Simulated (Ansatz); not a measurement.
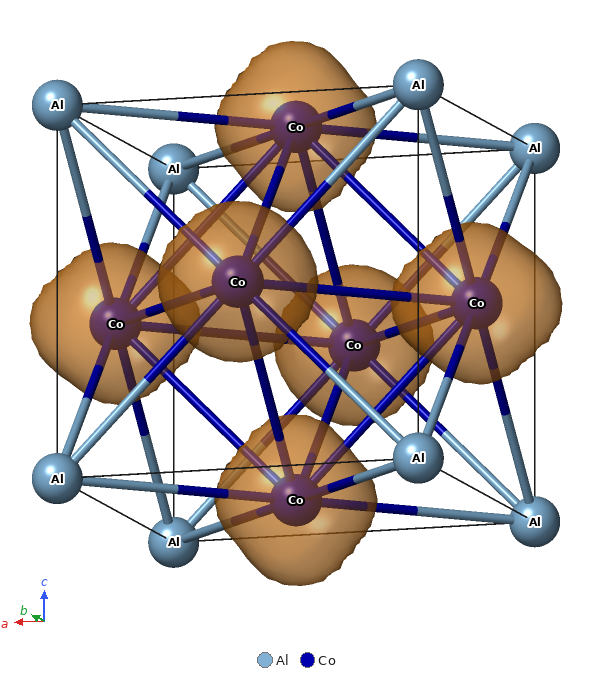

*AlCo3. Isosurface of the spin density at +0.15 e/Å³ (orange), seen at an oblique angle. Sticks mark near contacts.*

Space group Pm-3m; a structure from a database of computed crystals, not necessarily the ambient phase; computed pressure about −7 GPa in this cell; spin-polarised.

All numbers below come from DFT PBEsol, scalar-relativistic, plane waves, PAW (Ansatz 0.2.0).

Core electrons are frozen (PAW), and the valence fields are smoothed inside the atomic spheres.

Where is the spin, and how is it ordered?

The spin density sits on Co: +1.3 μB (×3) in one cell of 4 atoms, with smaller moments on other sites: Al (up to −0.06 μB): parallel main moments (a ferromagnetic arrangement) in this solution. The cell of the calculation (4 atoms) carries 3.9 μB of net spin moment.
